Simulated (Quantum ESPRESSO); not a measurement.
## CaO (Lime): the LO frequency by hand

Wanted: the LO mode of CaO (Lime) from the TO mode and the field response.

Method: DFT LDA, scalar-relativistic, plane waves, PseudoDojo norm-conserving pseudopotentials, in Quantum ESPRESSO 7.5.

**1. The relaxed structure**

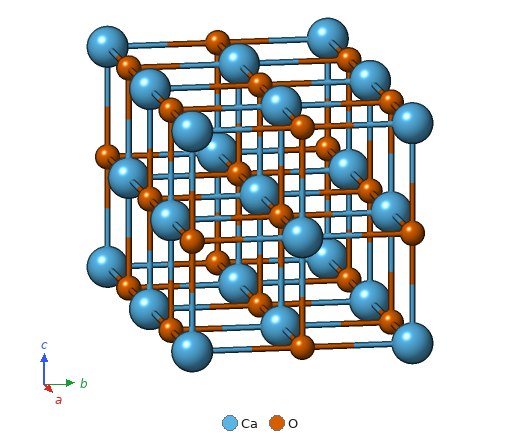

Start, viewed slightly off an axis; calcium blue, oxygen orange. 2×1×1 cells are drawn. This picture shows the conventional cell, with its axes. Some periodic images of atoms are drawn too.

This is the cell after its relaxation at this level of theory, not the database cell from which that began.

**2. What the response run gave**

A linear-response run on the relaxed cell, with the response to an electric field; only its zone-centre results are used. Cutoff 92 Ry, k mesh 8×8×8.

The log of the run:

```text
[banners, grids, parts of the stress and lines that vanish by symmetry left out]
Program PHONON v.7.5
     Reading xml data from directory:

[...]
Exchange-correlation= PW
                           (   1   4   0   0   0   0   0)
[...]
kinetic-energy cut-off    =      92.0000  Ry
     charge density cut-off    =     368.0000  Ry
     convergence threshold     =      1.0E-18
[...]
Exchange-correlation= PW
                           (   1   4   0   0   0   0   0)
[...]
q = (   0.0000000   0.0000000   0.0000000 )
     49 Sym.Ops. (with q -> -q+G )
     G cutoff =  736.6205  (  20875 G-vectors)     FFT grid: ( 40, 40, 40)
     number of k points=    29
[...]
Mode symmetry, O_h (m-3m)  point group:
[...]
Dielectric constant
[...]
End of electric fields calculation
          Dielectric constant in cartesian axis
          (       3.869324157       0.000000000      -0.000000000 )
          (       0.000000000       3.869324157       0.000000000 )
          (      -0.000000000       0.000000000       3.869324157 )
          Effective charges (d Force / dE) in cartesian axis without acoustic sum rule applied (asr)
           atom    1  Ca    Mean Z*:        2.37861
      Ex  (        2.37861        0.00000       -0.00000 )
      Ey  (        0.00000        2.37861        0.00000 )
      Ez  (       -0.00000        0.00000        2.37861 )
           atom    2  O     Mean Z*:       -2.37846
      Ex  (       -2.37846        0.00000        0.00000 )
      Ey  (        0.00000       -2.37846       -0.00000 )
      Ez  (        0.00000       -0.00000       -2.37846 )
          Effective charges Sum: Mean:        0.00015
[...]
Effective charges (d Force / dE) in cartesian axis with asr applied:
           atom    1  Ca    Mean Z*:        2.37854
[...]
atom    2  O     Mean Z*:       -2.37854
[...]
Representation #   1 modes #   1   2   3
[...]
End of self-consistent calculation
     Convergence has been achieved
     Representation #   2 modes #   4   5   6
[...]
End of self-consistent calculation
     Convergence has been achieved
[...]
Dielectric constant in cartesian axis
          (       3.869324157       0.000000000      -0.000000000 )
          (       0.000000000       3.869324157       0.000000000 )
          (      -0.000000000       0.000000000       3.869324157 )
          Effective charges (d Force / dE) in cartesian axis without acoustic sum rule applied (asr)
           atom    1  Ca    Mean Z*:        2.37861
      Ex  (        2.37861        0.00000       -0.00000 )
      Ey  (        0.00000        2.37861        0.00000 )
      Ez  (       -0.00000        0.00000        2.37861 )
           atom    2  O     Mean Z*:       -2.37846
      Ex  (       -2.37846        0.00000        0.00000 )
      Ey  (        0.00000       -2.37846       -0.00000 )
      Ez  (        0.00000       -0.00000       -2.37846 )
          Effective charges Sum: Mean:        0.00015
[...]
Effective charges (d Force / dE) in cartesian axis with asr applied:
           atom    1  Ca    Mean Z*:        2.37854
[...]
atom    2  O     Mean Z*:       -2.37854
[...]
q = (    0.000000000   0.000000000   0.000000000 )
[...]
freq (    1) =      -0.022759 [THz] =      -0.759154 [cm-1]
     freq (    2) =      -0.022759 [THz] =      -0.759154 [cm-1]
     freq (    3) =      -0.022759 [THz] =      -0.759154 [cm-1]
     freq (    4) =       8.720229 [THz] =     290.875522 [cm-1]
     freq (    5) =       8.720229 [THz] =     290.875522 [cm-1]
     freq (    6) =       8.720229 [THz] =     290.875522 [cm-1]
[...]
Mode symmetry, O_h (m-3m)  point group:
     freq (   1-   3) =         -0.8  [cm-1]   --> T_1u G_15  G_4- I
     freq (   4-   6) =        290.9  [cm-1]   --> T_1u G_15  G_4- I

   JOB DONE.
```

```csv
quantity,value
cell volume Ω (Å³),26.024
mass of Ca (u),40.078
mass of O (u),15.999
"Born charge of Ca, raw (e)",2.379
"Born charge of O, raw (e)",-2.378
ε∞,3.869
ω(TO) after the sum rule (cm⁻¹),290.9
```

**3. The calculation**

The charges must sum to zero over the cell; taking off their mean, 0.000 e, leaves Z* = 2.379 e on Ca. In the polar mode Ca moves against O, so the reduced mass is μ = 40.08 × 16.00 / 56.08 = 11.434 u.

A longitudinal wave builds up a field that adds to the restoring force: ω(LO)² = ω(TO)² + 4π Z*² / (μ Ω ε∞), in Hartree atomic units. With μ = 20844 electron masses and Ω = 175.62 bohr³ the second term is 5.0194e-06 Ha², or 241781 cm⁻² (1 Ha = 219474.6 cm⁻¹).

So ω(LO) = √(84611 + 241781) = 571.3 cm⁻¹, and by the Lyddane-Sachs-Teller relation ε₀ = ε∞ (ω(LO)/ω(TO))² = 14.93.

**4. Check against the program**

The analysis program adds the same non-analytic term to the full matrix, here for q along (1 0 0).

The log of the run:

```text
[banner, memory and clock lines left out]
Program DYNMAT v.7.5

     Reading Dynamical Matrix from file g.dyn
     ...Force constants read
     ...epsilon and Z* read

     Polarizability (A^3 units)
     multiply by 0.511132 for Clausius-Mossotti correction
         5.942193    0.000000   -0.000000
         0.000000    5.942193    0.000000
        -0.000000    0.000000    5.942193

     IR activities are in (D/A)^2/amu units

# mode   [cm-1]    [THz]      IR
    1     -0.00   -0.0000    0.0000
    2     -0.00   -0.0000    0.0000
    3     -0.00   -0.0000    0.0000
    4    290.88    8.7204   11.4150
    5    290.88    8.7204   11.4150
    6    571.31   17.1273   11.4150
```

ε₀ comes from the program's run without a direction of q.

```csv
quantity,by hand,program
ω(LO) (cm⁻¹),571.3,571.3
ε₀,14.93,14.93
```

**5. Outcome**

```json
{
 "TO mode": "290.9 cm⁻¹",
 "LO mode": "571.3 cm⁻¹",
 "static dielectric constant": "14.93"
}
```

The LO mode of CaO (Lime) lies at 571 cm⁻¹, 280 cm⁻¹ above the TO mode; the formula meets the program within 0.1 cm⁻¹, as it must for a cubic crystal with one polar mode. ω(LO)² − ω(TO)² goes with Z*²/ε∞: an error of 5 % in ε∞ would move the LO mode by 10.2 cm⁻¹, and semilocal functionals tend to overestimate ε∞. These are harmonic values at zero temperature, at the volume of this functional, for the structure held cubic; stability elsewhere in the zone is no part of this calculation.

[Host names and launcher messages were left out of these logs when they were recorded.]

[Logs are printed without paths, hosts, clocks, repeated set-up lines and the standing remarks that a program may print on its own settings, such as how far it seeks lower states.]

[Hosts, paths, dates, database ids (printed as entryN), source tags and the programs' standing remarks are cut or masked in the printed files.]
